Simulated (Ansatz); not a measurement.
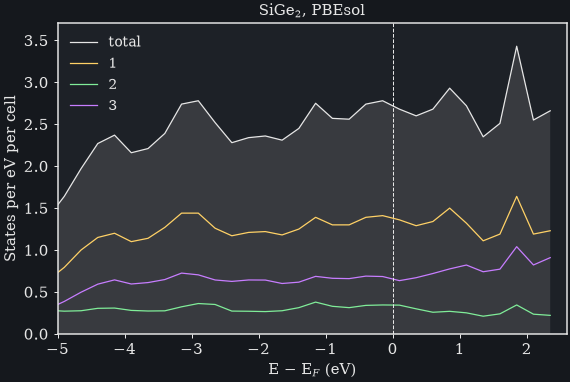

Density of states. Energies are counted from the Fermi level. The partial curves are projected on Löwdin-orthogonalised atomic shells.

The material is SiGe2, space group Cmcm, 6 atoms in the cell; a = 3.73 Å, b = 7.60 Å, c = 3.70 Å, α = 90.00°, β = 90.00°, γ = 75.80°.

Ansatz 0.2.0; DFT with PBEsol, PAW plane waves, no spin polarisation, 8×8×8 k mesh, Fermi-Dirac smearing of 0.1 eV.

Question: The numbered curves are projections. Which is which? The candidates: Ge 4p, Ge 4s, Si 3p.

Answer: 1 is Ge 4p; 2 is Ge 4s; 3 is Si 3p.

Question: What is the density of states at the Fermi level?

Answer: It is a metal. The density of states at the Fermi level is about 2.7 per eV and cell (mean within 0.25 eV), or 0.46 per atom.

The structure was built from a prototype or by substitution, so it need not be a known phase. The atoms aren't at rest in this cell (largest force 0.9 eV/Å), so the relaxed material can differ.
